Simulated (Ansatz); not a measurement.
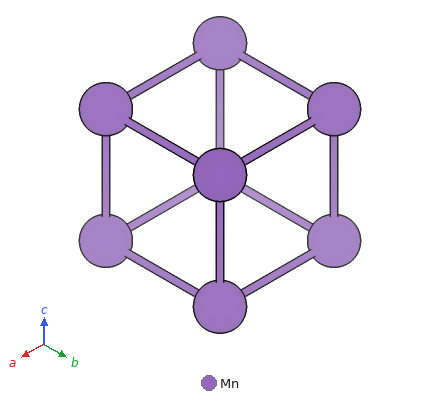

The structure, seen along [111]; the drawing may span several cells.

Given this structure, the input geometry of an electronic-structure calculation (not necessarily at equilibrium); the starting structure was generated, so it need not be a known form of this composition, written in its standard cell:

Space group Pm-3m (No. 221). a = 2.260 Å, b = 2.260 Å, c = 2.260 Å, α = 90.00°, β = 90.00°, γ = 90.00°
```csv
atom,site,symmetry,x,y,z
Mn,1a,m-3m,0.0000,0.0000,0.0000
```

Predict the [111] zone-axis pattern (200 kV, kinematic, B = 0.8 Å²).

Answer. The spots form a hexagonal net with both shortest vectors at d = 1.60 Å, 60.0° apart. They are -1 1 0 and -1 0 1. The pattern has symmetry 6mm. No reflection of this zone is absent.

Strongest reflections with d > 0.80 Å, one of each family (|F|² from tabulated Gaussian fits of the electron scattering factors, times a small damping for the curvature of the Ewald sphere):

```
    hkl  d (Å)  I (strongest = 100)
 1 0 -1  1.598                  100
2 -1 -1  0.922                   19
 2 0 -2  0.799                   11
```

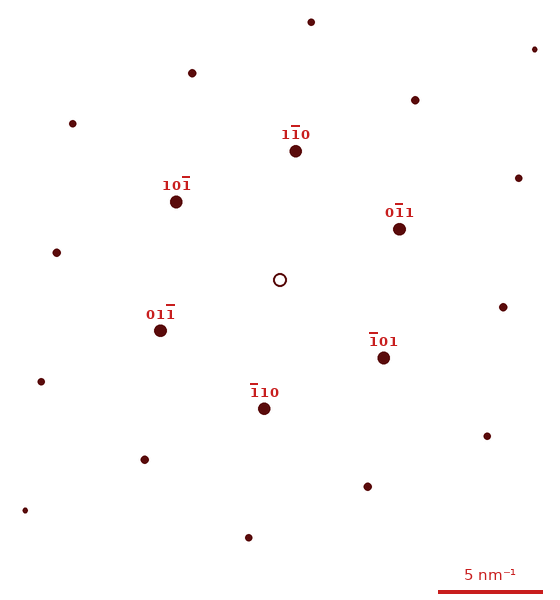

Calculated pattern, seen from the source side with [111] pointing towards the source.
